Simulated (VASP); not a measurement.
C: geometry relaxation (part 1 of 2)

System: C (2 atoms in the cell).
Method: Kohn-Sham DFT of a periodic cell, PBE, VASP PAW PBE potentials, hard, no spin polarisation (VASP 6.6.1).

The structure derives from an entry of the Crystallography Open Database.

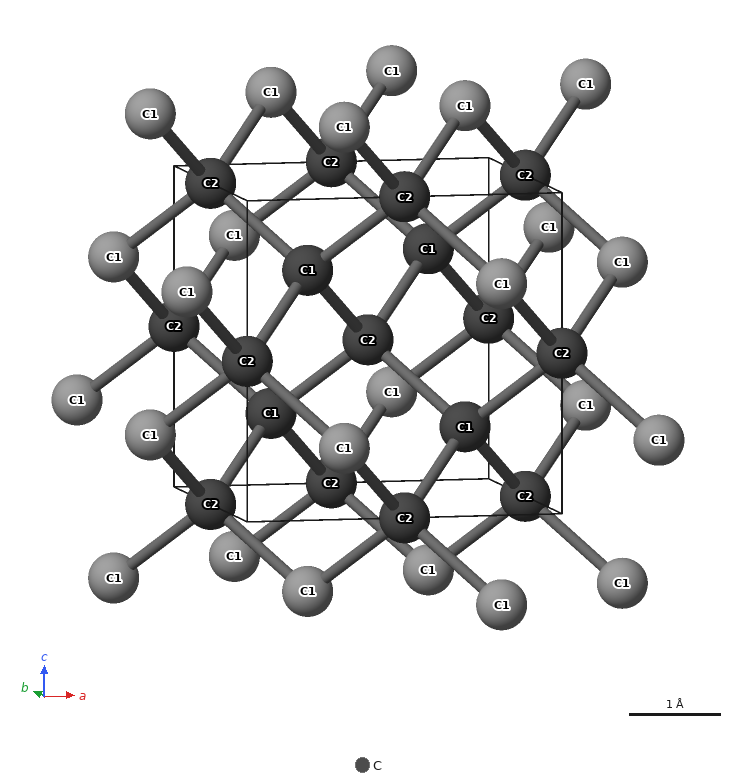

*The input geometry (ball-and-stick view of the cell 4 times as large as that of the calculation, set on its symmetry axes, seen slightly off an axis; neighbours outside the cell are drawn fainter; atoms are numbered from 1 in the order of the input).*

Near neighbours in the crystal (not all of them lie inside the picture): C has 4 C at 1.54 Å.

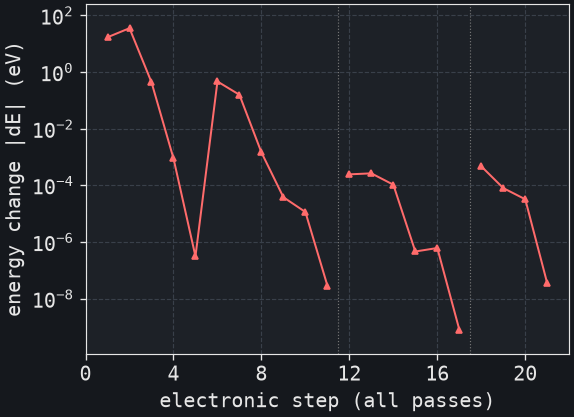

*Convergence of the self-consistent field: energy change |dE| against the electronic step. Each stretch between dotted lines is the SCF of one geometry step of a relaxation.*

The 3 ionic steps take 4 to 11 electronic steps each. The density is held fixed in the first few steps, and dE rises again when its update begins.

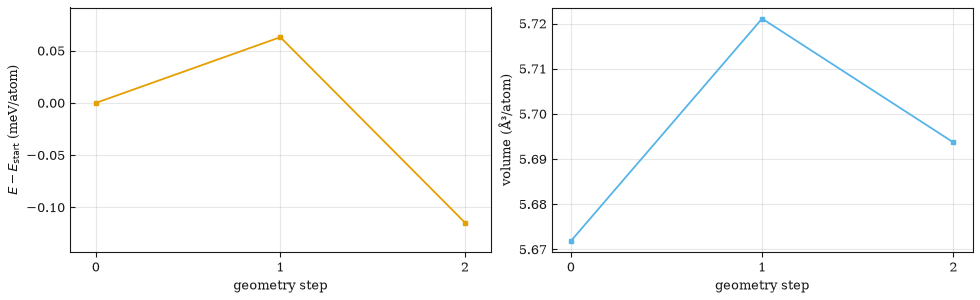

*Progress of the relaxation, step by step (steps are counted from 0).*

After 2 geometry steps the energy has fallen by 0.1 meV per atom. All forces vanish by symmetry, so only the cell relaxes. The atoms keep their places relative to the cell (all moves are under 0.005 Å). Cell: a = b = c 3.567 → 3.571 Å (+0.1 %). Volume +0.4 %. The space group stays Fd-3m (No. 227).

The input that produced these results follows, with the program's output.

### INCAR
```
ALGO     = Normal         # electronic algorithm
EDIFF    = 1E-7           # SCF threshold, eV
EDIFFG   = -0.01          # ionic threshold
ENCUT    = 980            # plane-wave cutoff, eV
GGA      = PE             # functional
IBRION   = 2              # ionic algorithm
ISIF     = 3              # what is computed and relaxed
ISMEAR   = -1             # smearing method
LASPH    = T              # aspherical terms in the spheres
LCHARG   = F              # write CHGCAR
LREAL    = F              # projectors in reciprocal space
LWAVE    = F              # write WAVECAR
NELM     = 60             # most SCF steps
NSW      = 60             # ionic steps
PREC     = Accurate       # precision mode
SIGMA    = 0.05           # smearing width, eV
```

### KPOINTS
```
k-points
0
Gamma
  13 13 13
```

### POSCAR
```
C
1.0
    0.0000000000      1.7833700000      1.7833700000
    1.7833700000      0.0000000000      1.7833700000
    1.7833700000      1.7833700000      0.0000000000
C
2
Direct
    0.7500000000      0.7500000000      0.7500000000
    0.5000000000      0.5000000000      0.5000000000
```

Command:
```bash
cat potpaw_PBE.64/C_h/POTCAR > POTCAR
mpirun -np 1 vasp_std > vasp.out
```

### OSZICAR
```
N       E                     dE             d eps       ncg     rms          rms(c)
DAV:   1     0.169038167616E+02    0.16904E+02   -0.71913E+03  1344   0.161E+03
DAV:   2    -0.183948127004E+02   -0.35299E+02   -0.33873E+02  2280   0.171E+02
DAV:   3    -0.188314674605E+02   -0.43665E+00   -0.43665E+00  1408   0.258E+01
DAV:   4    -0.188323581550E+02   -0.89069E-03   -0.89069E-03  2040   0.116E+00
DAV:   5    -0.188323584644E+02   -0.30943E-06   -0.30943E-06  1408   0.168E-02    0.479E+00
DAV:   6    -0.183690082270E+02    0.46335E+00   -0.35031E-01  1592   0.478E+00    0.263E+00
DAV:   7    -0.182119007212E+02    0.15711E+00   -0.39295E-01  1744   0.513E+00    0.356E-01
DAV:   8    -0.182133508966E+02   -0.14502E-02   -0.30167E-03  1472   0.839E-01    0.440E-02
DAV:   9    -0.182133887388E+02   -0.37842E-04   -0.11547E-04  1992   0.108E-01    0.156E-02
DAV:  10    -0.182134001144E+02   -0.11376E-04   -0.13020E-05  1360   0.436E-02    0.973E-04
DAV:  11    -0.182134000856E+02    0.28794E-07   -0.57504E-08  1928   0.304E-03
   1 F= -.18213400E+02 E0= -.18213400E+02  d E =-.182134E+02
       N       E                     dE             d eps       ncg     rms          rms(c)
DAV:   1    -0.182136435048E+02   -0.24339E-03   -0.26108E-02  1840   0.239E+00    0.114E-01
DAV:   2    -0.182133797543E+02    0.26375E-03   -0.25200E-04  1560   0.174E-01    0.603E-02
DAV:   3    -0.182132750793E+02    0.10467E-03   -0.22786E-04  1640   0.134E-01    0.359E-03
DAV:   4    -0.182132746206E+02    0.45877E-06   -0.56394E-07  1344   0.121E-02    0.223E-03
DAV:   5    -0.182132740113E+02    0.60928E-06   -0.45418E-08  1368   0.298E-03    0.767E-05
DAV:   6    -0.182132740105E+02    0.80286E-09   -0.79618E-10   672   0.358E-04
   2 F= -.18213274E+02 E0= -.18213274E+02  d E =0.126075E-03
       N       E                     dE             d eps       ncg     rms          rms(c)
DAV:   1    -0.182137408400E+02   -0.46683E-03   -0.80987E-03  1840   0.134E+00    0.634E-02
DAV:   2    -0.182136612159E+02    0.79624E-04   -0.77452E-05  1560   0.966E-02    0.336E-02
DAV:   3    -0.182136292020E+02    0.32014E-04   -0.70309E-05  1632   0.743E-02    0.201E-03
DAV:   4    -0.182136292364E+02   -0.34435E-07   -0.17812E-07  1328   0.679E-03
   3 F= -.18213629E+02 E0= -.18213629E+02  d E =-.229151E-03
```

### Parts of OUTCAR
```
EDIFF = 1E-7
   EDIFFG = -0.01
   ENCUT = 980
   GGA = PE
   IBRION = 2
   ISIF = 3
   ISMEAR = -1
   LASPH = T
   LREAL = F
   NELM = 60
   NSW = 60
   PREC = Accurate

 ion  position               nearest neighbor table
   1  0.750  0.750  0.750-
   2  0.500  0.500  0.500-

  LATTYP: Found a face centered cubic cell.
 ALAT       =     3.5667400000

  Lattice vectors:

 A1 = (   0.0000000000,   1.7833700000,   1.7833700000)
 A2 = (   1.7833700000,   0.0000000000,   1.7833700000)
 A3 = (   1.7833700000,   1.7833700000,   0.0000000000)

Analysis of symmetry for initial positions (statically):
=====================================================================
 Subroutine PRICEL returns:
 Original cell was already a primitive cell.

 Routine SETGRP: Setting up the symmetry group for a
 face centered cubic supercell.

 Subroutine GETGRP returns: Found 48 space group operations
 (whereof 24 operations were pure point group operations)
 out of a pool of 48 trial point group operations.

The static configuration has the point symmetry T_d .
 The point group associated with its full space group is O_h .

Analysis of symmetry for dynamics (positions and initial velocities):
=====================================================================
 Subroutine PRICEL returns:
 Original cell was already a primitive cell.

 Routine SETGRP: Setting up the symmetry group for a
 face centered cubic supercell.

 Subroutine GETGRP returns: Found 48 space group operations
 (whereof 24 operations were pure point group operations)
 out of a pool of 48 trial point group operations.

The dynamic configuration has the point symmetry T_d .
 The point group associated with its full space group is O_h .

 Subroutine INISYM returns: Found 48 space group operations
 (whereof 24 operations are pure point group operations),
 and found     1 'primitive' translations

----------------------------------------------------------------------------------------

                                     Primitive cell

  volume of cell :      11.3437

  direct lattice vectors                    reciprocal lattice vectors
     0.000000000  1.783370000  1.783370000    -0.280368067  0.280368067  0.280368067
     1.783370000  0.000000000  1.783370000     0.280368067 -0.280368067  0.280368067
     1.783370000  1.783370000  0.000000000     0.280368067  0.280368067 -0.280368067

  length of vectors
     2.522066041  2.522066041  2.522066041     0.485611737  0.485611737  0.485611737

  position of ions in fractional coordinates (direct lattice)
     0.750000000  0.750000000  0.750000000
     0.500000000  0.500000000  0.500000000

  ion indices of the primitive-cell ions
   primitive index   ion index
                 1           1
                 2           2

----------------------------------------------------------------------------------------

 KPOINTS: k-points

Automatic generation of k-mesh.
 Grid dimensions read from file:
 generate k-points for:   13   13   13

 Generating k-lattice:

  Cartesian coordinates                     Fractional coordinates (reciprocal lattice)
    -0.021566774  0.021566774  0.021566774     0.076923077  0.000000000  0.000000000
     0.021566774 -0.021566774  0.021566774     0.000000000  0.076923077  0.000000000
     0.021566774  0.021566774 -0.021566774     0.000000000  0.000000000  0.076923077

  Length of vectors
     0.037354749  0.037354749  0.037354749

  Shift w.r.t. Gamma in fractional coordinates (k-lattice)
     0.000000000  0.000000000  0.000000000

 Subroutine IBZKPT returns following result:
 ===========================================

 Found     84 irreducible k-points:

 Following reciprocal coordinates:
            Coordinates               Weight
  0.000000  0.000000  0.000000      1.000000
  0.076923  0.000000  0.000000      8.000000
  0.153846  0.000000  0.000000      8.000000
  0.230769  0.000000  0.000000      8.000000
  0.307692  0.000000  0.000000      8.000000
  0.384615  0.000000  0.000000      8.000000
  0.461538  0.000000  0.000000      8.000000
  0.076923  0.076923  0.000000      6.000000
  0.153846  0.076923  0.000000     24.000000
  0.230769  0.076923  0.000000     24.000000
  0.307692  0.076923  0.000000     24.000000
  0.384615  0.076923  0.000000     24.000000
  0.461538  0.076923  0.000000     24.000000
 -0.461538  0.076923  0.000000     24.000000
 -0.384615  0.076923  0.000000     24.000000
 -0.307692  0.076923  0.000000     24.000000
 -0.230769  0.076923  0.000000     24.000000
 -0.153846  0.076923  0.000000     24.000000
 -0.076923  0.076923  0.000000     12.000000
  0.153846  0.153846  0.000000      6.000000
  0.230769  0.153846  0.000000     24.000000
  0.307692  0.153846  0.000000     24.000000
  0.384615  0.153846  0.000000     24.000000
  0.461538  0.153846  0.000000     24.000000
 [... further k-points ...]
```
